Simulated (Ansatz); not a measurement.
Input of the run:

```
crystal:
  lattice:
    - [4.7035829134, 0.0, 0.0]
    - [-2.3206826702, 4.0912252649, 0.0]
    - [0.0, 0.0, 21.230730558]
  atoms:
    - { symbol: Ti, position: [0.0, 0.0, 0.4003630481] }
    - { symbol: Si, position: [0.3365450033, 0.6634549967, 0.4003630481] }
    - { symbol: Si, position: [0.6634549967, 0.3365450033, 0.4003630481] }
    - { symbol: Ti, position: [0.0, 0.5, 0.5] }
    - { symbol: Si, position: [0.6634549967, 0.8365450033, 0.5] }
    - { symbol: Si, position: [0.3365450033, 0.1634549967, 0.5] }
    - { symbol: Ti, position: [0.5, 0.5, 0.5996369519] }
    - { symbol: Si, position: [0.8365450033, 0.1634549967, 0.5996369519] }
    - { symbol: Si, position: [0.1634549967, 0.8365450033, 0.5996369519] }
basis:
  ecutwfc: 420
kpoints:
  mp_grid: { grid: [7, 7, 1] }
hamiltonian:
  xc: pbe
  dispersion: d3bj
scf:
  occupations: { method: gaussian, width: 0.1 }
output:
  forces: true
  eigenvalues: true
  write_density: true
  write_potential: true
  elf: true
  volumetric_format: npy
relax:
  adjacent_minimum: "off"
  f_tol: 0.03
  max_steps: 70
  constraints: [{ sites: [0, 1, 2] }]
efield:
  axis: 3
  dipole_correction: true
  ramp_width: 0.04
```

Launched with:
```bash
ansatz run input.yaml --threads 2 --pin off --max-ram 5120MiB --backend cpu --events-out ev --progress --plain --runs-dir out
```

What does the potential across the slab give for the work function?

The work function is 3.74 eV, the same on both faces. The two vacuum levels agree, so the slab has no net dipole along its normal. The outermost atoms are 4.3 Å apart, which leaves 16.9 Å of vacuum in a cell 21.2 Å high.

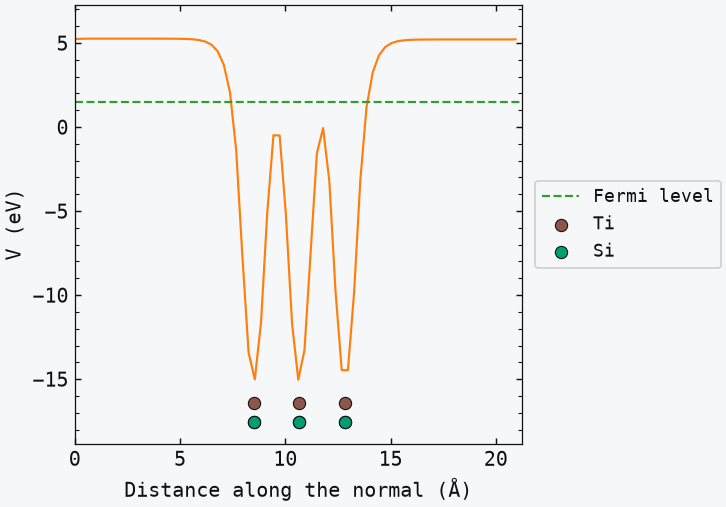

Plane-averaged electrostatic potential energy of an electron across the slab; circles at the bottom mark the heights of the atoms (positions after relaxation).
